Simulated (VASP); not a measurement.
Geometry relaxation of Ge (part 4 of 6)

Continued. System: Ge (4 atoms in the cell). Method: Kohn-Sham DFT of a periodic cell, LDA, VASP PAW LDA potentials, recommended, no spin polarisation (VASP 6.6.1); cutoff 220 eV, 3×2×3 k-mesh, Gaussian smearing of 0.02 eV. The structure was built on a prototype by a generator; it need not be a known phase.

Geometry of the input (Å; fractional positions):
```
4.0937  0.0000  -0.0000
0.0000  5.7894  0.0000
0.0000  0.0000  3.9176
Ge 0.0000  0.0000  0.0000
Ge 0.5000  0.5000  0.5000
Ge 0.0000  0.2500  0.5000
Ge 0.5000  0.7500  0.0000
```

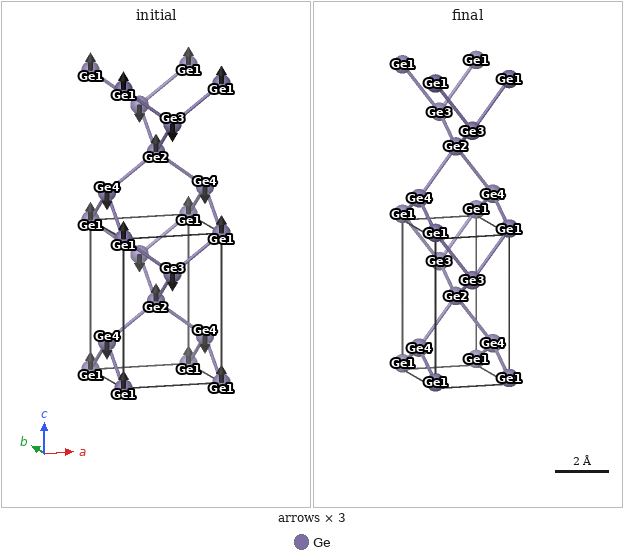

**Figure 1.** Before (left) and after (right) the relaxation, at one scale (ball-and-stick view of the cell of the calculation, set on other vectors, repeated 1 × 1 × 2, seen slightly off an axis). The black arrows give the displacements (without the part carried along by the change of the cell), magnified 3 times. After 33 geometry steps the energy has fallen by 746 meV per atom. The largest force component goes from 0.4 to 0.0049 eV/Å. The basis was re-selected 3 times at an unchanged geometry, which shifts the energy a little without any move. The largest moves relative to the cell, 0.24 Å, are those of Ge1, Ge2, Ge3 and Ge4. The drawn cell changes as follows: a 3.918 → 2.949 Å (−24.7 %), b stays at 4.094 Å, c stays at 5.789 Å; the volume changes by −24.7 %. Among the contacts that change: Ge1–Ge4 2.507 → 2.268 Å, Ge1–Ge3 2.436 → 2.419 Å. Among the angles that change: Ge3–Ge1–Ge3 107.1° → 75.1°, Ge4–Ge1–Ge4 109.5° → 129.0°. The space group stays Imma (No. 74). The energy change given includes the shifts at the re-selections in mid-walk, which come without any move. (Atoms are counted from 1 in the order of the input.)

**Parts of OUTCAR**
```
SYSTEM = Ge
   EDIFF = 1E-7
   EDIFFG = -0.01
   ENCUT = 220
   GGA = CA
   IBRION = 2
   ISIF = 3
   ISMEAR = 0
   LASPH = .TRUE.
   LREAL = .FALSE.
   NELM = 60
   NSW = 40
   PREC = Accurate

 ion  position               nearest neighbor table
   1  0.000  0.000  0.000-   3 2.44   3 2.44   4 2.51   4 2.51
   2  0.500  0.500  0.500-   4 2.44   4 2.44   3 2.51   3 2.51
   3  0.000  0.250  0.500-   1 2.44   1 2.44   2 2.51   2 2.51
   4  0.500  0.750  0.000-   2 2.44   2 2.44   1 2.51   1 2.51

  LATTYP: Found a simple orthorhombic cell.
 ALAT       =     3.9176422969
 B/A-ratio  =     1.0449464662
 C/A-ratio  =     1.4777774644

  Lattice vectors:

 A1 = (   0.0000000000,   0.0000000000,   3.9176422969)
 A2 = (   4.0937264739,   0.0000000000,   0.0000000000)
 A3 = (   0.0000000000,   5.7894035000,   0.0000000000)

Analysis of symmetry for initial positions (statically):
=====================================================================
 Subroutine PRICEL returns following result:

  LATTYP: Found a body centered orthorhombic cell.
 ALAT       =     3.9176422969
 B/A-ratio  =     1.0449464662
 C/A-ratio  =     1.4777774644

  Lattice vectors:

 A1 = (  -2.0468632370,  -2.8947017500,  -1.9588211484)
 A2 = (   2.0468632370,  -2.8947017500,   1.9588211484)
 A3 = (  -2.0468632370,   2.8947017500,   1.9588211484)

   2 primitive cells build up your supercell.

 Routine SETGRP: Setting up the symmetry group for a
 simple orthorhombic supercell.

 Subroutine GETGRP returns: Found  8 space group operations
 (whereof  4 operations were pure point group operations)
 out of a pool of  8 trial point group operations.

The static configuration has the point symmetry C_2v.
 The point group associated with its full space group is D_2h.

Analysis of symmetry for dynamics (positions and initial velocities):
=====================================================================
 Subroutine PRICEL returns following result:

  LATTYP: Found a body centered orthorhombic cell.
 ALAT       =     3.9176422969
 B/A-ratio  =     1.0449464662
 C/A-ratio  =     1.4777774644

  Lattice vectors:

 A1 = (  -2.0468632370,  -2.8947017500,  -1.9588211484)
 A2 = (   2.0468632370,  -2.8947017500,   1.9588211484)
 A3 = (  -2.0468632370,   2.8947017500,   1.9588211484)

   2 primitive cells build up your supercell.

 Routine SETGRP: Setting up the symmetry group for a
 simple orthorhombic supercell.

 Subroutine GETGRP returns: Found  8 space group operations
 (whereof  4 operations were pure point group operations)
 out of a pool of  8 trial point group operations.

The dynamic configuration has the point symmetry C_2v.
 The point group associated with its full space group is D_2h.

 Subroutine INISYM returns: Found  8 space group operations
 (whereof  4 operations are pure point group operations),
 and found     2 'primitive' translations

----------------------------------------------------------------------------------------

                                     Primitive cell

  volume of cell :      46.4245

  direct lattice vectors                    reciprocal lattice vectors
    -2.046863237 -2.894701750 -1.958821148    -0.244276213 -0.172729367  0.000000000
     2.046863237 -2.894701750  1.958821148     0.000000000 -0.172729367  0.255255566
    -2.046863237  2.894701750  1.958821148    -0.244276213  0.000000000  0.255255566

  length of vectors
     4.050423141  4.050423141  4.050423141     0.299176039  0.308205837  0.353307617

  position of ions in fractional coordinates (direct lattice)
     0.000000000  0.000000000  0.000000000
     0.750000000  0.250000000  0.500000000

  ion indices of the primitive-cell ions
   primitive index   ion index
                 1           1
                 2           3

----------------------------------------------------------------------------------------

 KPOINTS: k-points

Automatic generation of k-mesh.
 Grid dimensions read from file:
 generate k-points for:    3    2    3

 Generating k-lattice:

  Cartesian coordinates                     Fractional coordinates (reciprocal lattice)
     0.081425404  0.000000000  0.000000000     0.333333333  0.000000000  0.000000000
     0.000000000  0.086364683  0.000000000     0.000000000  0.500000000  0.000000000
     0.000000000  0.000000000  0.085085189     0.000000000  0.000000000  0.333333333

  Length of vectors
     0.081425404  0.086364683  0.085085189

  Shift w.r.t. Gamma in fractional coordinates (k-lattice)
     0.000000000  0.000000000  0.000000000

 Subroutine IBZKPT returns following result:
 ===========================================

 Found      8 irreducible k-points:

 Following reciprocal coordinates:
            Coordinates               Weight
  0.000000  0.000000  0.000000      1.000000
  0.333333  0.000000  0.000000      2.000000
  0.000000  0.500000  0.000000      1.000000
  0.333333  0.500000  0.000000      2.000000
  0.000000  0.000000  0.333333      2.000000
  0.333333  0.000000  0.333333      4.000000
  0.000000  0.500000  0.333333      2.000000
  0.333333  0.500000  0.333333      4.000000
   k-points           NKPTS =      8   k-points in BZ     NKDIM =      8   number of bands    NBANDS=     33
   number of dos      NEDOS =    301   number of ions     NIONS =      4
   total plane-waves  NPLWV =  11200
   dimension x,y,z NGX =    20 NGY =   28 NGZ =   20
   dimension x,y,z NGXF=    40 NGYF=   56 NGZF=   40
   ions per type =               4
   NGX,Y,Z   is equivalent  to a cutoff of   8.12,  8.04,  8.49 a.u.
   NGXF,Y,Z  is equivalent  to a cutoff of  16.24, 16.08, 16.97 a.u.
 SYSTEM =  Ge
   PREC   = accura    normal or accurate (medium, high low for compatibility)
   ISTART =      0    job   : 0-new  1-cont  2-samecut
   ICHARG =      2    charge: 1-file 2-atom 10-const
   ISPIN  =      1    spin polarized calculation?
   LNONCOLLINEAR =      F non collinear calculations
   LSORBIT =      F    spin-orbit coupling
   LASPH  =      T    aspherical Exc in radial PAW
   ENCUT  =  220.0 eV  16.17 Ry    4.02 a.u.   4.95  7.00  4.74*2*pi/ulx,y,z
   NELM   =     60;   NELMIN=  2; NELMDL= -5     # of ELM steps
   EDIFF  = 0.1E-06   stopping-criterion for ELM
   LREAL  =      F    real-space projection
   EDIFFG = -.1E-01   stopping-criterion for IOM
   NSW    =     40    number of steps for IOM
   IBRION =      2    ionic relax: 0-MD 1-quasi-New 2-CG
   NFREE  =      1    steps in history (QN), initial steepest desc. (CG)
   ISIF   =      3    stress and relaxation
   ISYM   =      2    0-nonsym 1-usesym 2-fastsym
   POTIM  = 0.5000    time-step for ionic-motion
   TEBEG  =    0.0;   TEEND  =   0.0 temperature during run
   PSTRESS=    0.0 pullay stress
   NELECT =      56.0000    total number of electrons
   NUPDOWN=      -1.0000    fix difference up-down
   EMIN   =  10.00;   EMAX   =-10.00  energy-range for DOS
   EFERMI =   0.00;   METHOD = LEGACY
   ISMEAR =     0;   SIGMA  =   0.02  broadening in eV -4-tet -1-fermi 0-gaus
   EFERMI_NEDOS =   21; number of points for ismear=-14 and -15
   IALGO  =     68    algorithm
   IMIX   =      4    mixing-type and parameters
     AMIX     =   0.40;   BMIX     =  1.00
     AMIX_MAG =   1.60;   BMIX_MAG =  1.00
  volume/ion in A,a.u.               =      23.21       156.64
  Fermi-wavevector in a.u.,A,eV,Ry     =   1.383179  2.613829 26.030448  1.913184
  Thomas-Fermi vector in A             =   2.507801
   LORBIT       =      0    0 simple, 1 ext, 2 COOP (PROOUT), +10 PAW based schemes
   GGA     = CA    functional components
   LHFCALC =     F    Hartree Fock is set to
   AEXX    =    0.0000 exact exchange contribution
   IVDW    =     0    specifies the selected vdW correction
   LEPSILON=     F    determine dielectric tensor
   LRPA    =     F    only Hartree local field effects (RPA)
 conjugate gradient relaxation of ions
 non-spin polarized calculation
 RMM-DIIS sequential band-by-band and
 Gauss-broadening in eV      SIGMA  =   0.02
  energy-cutoff  :      220.00
  volume of cell :       92.85
 maximum number of plane-waves:       694
 NGX is ok and might be reduce to    20
   NGX =  9   NGY = 15   NGZ =  9

--------------------------------------- Ionic step        1  -------------------------------------------

 number of electron      55.9999578 magnetization

 Free energy of the ion-electron system (eV)
  ---------------------------------------------------
  ext. energy  EPLUGINS =         0.00000000
  ---------------------------------------------------
  free energy    TOTEN  =       -17.62014569 eV

  energy without entropy =      -17.61962117  energy(sigma->0) =      -17.61988343

------------------------ aborting loop because EDIFF is reached ----------------------------------------

  FORCE on cell =-STRESS in cart. coord.  units (eV):
  Direction    XX          YY          ZZ          XY          YZ          ZX
  --------------------------------------------------------------------------------------
  -------------------------------------------------------------------------------------
  Total      -39.6753636    -41.9351510    -36.6141984      0.0000000      0.0000000      0.0000000
  in kB     -684.6270858   -723.6213523   -631.8044663      0.0000000      0.0000000      0.0000000
  external PRESSURE =    -680.0176348 kB  Pullay stress =       0.0000000 kB

 VOLUME and BASIS-vectors are now :
 -----------------------------------------------------------------------------
  energy-cutoff  :      220.00
  volume of cell :       92.85
      direct lattice vectors                 reciprocal lattice vectors
     4.093726474  0.000000000  0.000000000     0.244276213  0.000000000  0.000000000
     0.000000000  5.789403500  0.000000000     0.000000000  0.172729367  0.000000000
     0.000000000  0.000000000  3.917642297     0.000000000  0.000000000  0.255255566

 POSITION                                       TOTAL-FORCE (eV/Angst)
 -----------------------------------------------------------------------------------
      0.00000      0.00000      0.00000         0.000000     -0.398230      0.000000
      2.04686      2.89470      1.95882         0.000000     -0.398230      0.000000
      0.00000      1.44735      1.95882        -0.000000      0.398230      0.000000
      2.04686      4.34205      0.00000        -0.000000      0.398230     -0.000000
 -----------------------------------------------------------------------------------
    total drift:                               -0.000000      0.000000     -0.000000

  FREE ENERGIE OF THE ION-ELECTRON SYSTEM (eV)
  ---------------------------------------------------
  free  energy   TOTEN  =       -17.6201456869 eV

  energy  without entropy=      -17.6196211689  energy(sigma->0) =      -17.61988343

--------------------------------------- Ionic step        2  -------------------------------------------

 number of electron      55.9999588 magnetization

 E-fermi :  11.7541     XC(G=0): -13.1384     alpha+bet :-18.0354

 val. band max:       11.7504777443   @ k =   0.0000   0.0000   0.3333
 cond. band min:      13.0201714232   @ k =   0.0000   0.5000   0.3333
 fundamental gap:      1.2696936790
 Fermi energy:        11.7540777875

 k-point     1 :       0.0000    0.0000    0.0000
  band No.  band energies     occupation
      1     -16.5186      2.00000
      2     -16.5008      2.00000
      3     -16.1241      2.00000
      4     -16.0981      2.00000
      5     -15.9125      2.00000
      6     -15.8954      2.00000
      7     -15.5294      2.00000
      8     -15.4881      2.00000
      9     -15.0497      2.00000
     10     -15.0440      2.00000
     11     -14.9870      2.00000
     12     -14.9601      2.00000
     13     -14.7785      2.00000
     14     -14.6687      2.00000
     15     -14.6001      2.00000
     16     -14.5927      2.00000
     17     -14.5561      2.00000
     18     -14.4923      2.00000
     19     -14.1433      2.00000
     20     -14.1069      2.00000
     21      -7.6831      2.00000
     22      -5.3248      2.00000
     23      -1.3852      2.00000
     24       3.1497      2.00000
     25       6.0122      2.00000
     26       6.6576      2.00000
     27       8.0344      2.00000
     28       8.1547      2.00000
     29       8.2282      2.00000
     30      18.8737      0.00000
     31      30.3709      0.00000
     32      52.1919      0.00000
     33      84.3724      0.00000

 k-point     2 :       0.3333    0.0000    0.0000
  band No.  band energies     occupation
      1     -16.5079      2.00000
      2     -16.4953      2.00000
      3     -16.1014      2.00000
      4     -16.0995      2.00000
      5     -15.9668      2.00000
      6     -15.9188      2.00000
      7     -15.5385      2.00000
      8     -15.5273      2.00000
      9     -15.0342      2.00000
     10     -14.9956      2.00000
     11     -14.9951      2.00000
     12     -14.9921      2.00000
     13     -14.7313      2.00000
     14     -14.6580      2.00000
     15     -14.6515      2.00000
     16     -14.6103      2.00000
     17     -14.5724      2.00000
     18     -14.4734      2.00000
     19     -14.1337      2.00000
     20     -14.1161      2.00000
     21      -7.0512      2.00000
     22      -5.8044      2.00000
     23      -0.3711      2.00000
     24       2.1130      2.00000
     25       2.6107      2.00000
     26       3.3907      2.00000
     27      10.8386      2.00000
     28      11.7360      1.79906
     29      22.6942      0.00000
     30      44.2412      0.00000
     31      73.2780      0.00000
     32      84.4971      0.00000
     33      92.3134      0.00000

 k-point     3 :       0.0000    0.5000    0.0000
  band No.  band energies     occupation
      1     -16.5169      2.00000
      2     -16.5169      2.00000
      3     -16.1056      2.00000
      4     -16.1056      2.00000
      5     -15.8969      2.00000
      6     -15.8969      2.00000
      7     -15.5505      2.00000
      8     -15.5505      2.00000
      9     -15.0267      2.00000
     10     -15.0267      2.00000
     11     -15.0120      2.00000
     12     -15.0120      2.00000
     13     -14.6273      2.00000
     14     -14.6273      2.00000
     15     -14.5861      2.00000
     16     -14.5861      2.00000
     17     -14.5849      2.00000
     18     -14.5849      2.00000
     19     -14.1311      2.00000
     20     -14.1311      2.00000
     21      -6.8151      2.00000
     22      -6.8151      2.00000
     23       1.5279      2.00000
     24       1.5279      2.00000
     25       4.4429      2.00000
     26       4.4429      2.00000
     27       9.2133      2.00000
     28       9.2133      2.00000
     29      22.9136      0.00000
     30      23.0481      0.00000
     31      40.3062      0.00000
     32      84.5800      0.00000
     33      84.8085      0.00000

 k-point     4 :       0.3333    0.5000    0.0000
  band No.  band energies     occupation
      1     -16.5217      2.00000
      2     -16.5217      2.00000
      3     -16.1101      2.00000
      4     -16.1101      2.00000
      5     -15.9500      2.00000
      6     -15.9500      2.00000
      7     -15.5300      2.00000
      8     -15.5300      2.00000
      9     -15.0363      2.00000
     10     -15.0363      2.00000
     11     -15.0142      2.00000
     12     -15.0142      2.00000
     13     -14.6348      2.00000
     14     -14.6348      2.00000
     15     -14.6301      2.00000
     16     -14.6301      2.00000
     17     -14.6050      2.00000
     18     -14.6050      2.00000
     19     -14.1283      2.00000
     20     -14.1283      2.00000
     21      -6.4632      2.00000
     22      -6.4632      2.00000
     23      -0.0369      2.00000
     24      -0.0369      2.00000
     25       5.3160      2.00000
     26       5.3160      2.00000
     27       8.5761      2.00000
     28       8.5761      2.00000
     29      23.2375      0.00000
     30      25.5270      0.00000
     31      47.5901      0.00000
     32      74.2214      0.00000
     33      74.6737      0.00000
```
